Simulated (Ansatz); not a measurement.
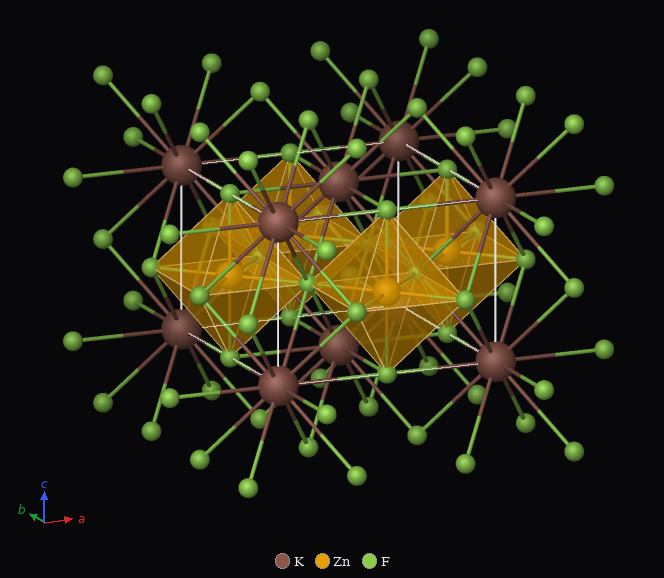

View slightly off an axis, drawn as a polyhedral model. The outline marks the conventional unit cell. Some atoms of the next cells are drawn as well.

KZnF3, space group Cmmm (No. 65), a = 5.665 Å, b = 5.779 Å, c = 4.046 Å, α = 90.00°, β = 90.00°, γ = 90.00°. Provenance: a structure type filled with these elements by a generator (whether the compound takes this form wasn't checked). The cell was then strained or its atoms displaced on purpose. Ansatz was used for an electronic-structure calculation on it.

This one geometry was computed with Ansatz (DFT, plane waves, PAW) at three levels of theory: PBE, r2SCAN and HSE06. It was relaxed with r2SCAN and then strained.

### Which level gives the highest pressure at this volume, and what does that say about its equilibrium volume?

Highest: PBE (4.8 GPa), which points to the largest equilibrium volume. Lowest, with the smallest volume: r2SCAN (0.0 GPa). Levels within 0.5 GPa of each other can't be told apart.

### How does the band gap change with the level of theory?

PBE: a gap of 3.87 eV, indirect; r2SCAN: a gap of 4.64 eV, indirect; HSE06: a gap of 6.36 eV, indirect.

### Collect the results in a table.

| level | cutoff (eV) | k-mesh of the run's cell | gap (eV) | pressure (GPa) |
| --- | --- | --- | --- | --- |
| PBE | 420 | 6×6×6 | 3.87 | 4.8 |
| r2SCAN | 500 | 6×6×6 | 4.64 | 0.0 |
| HSE06 | 420 | 4×4×4 | 6.36 | 2.0 |

Gaps are taken on the k-mesh or band path of each run.
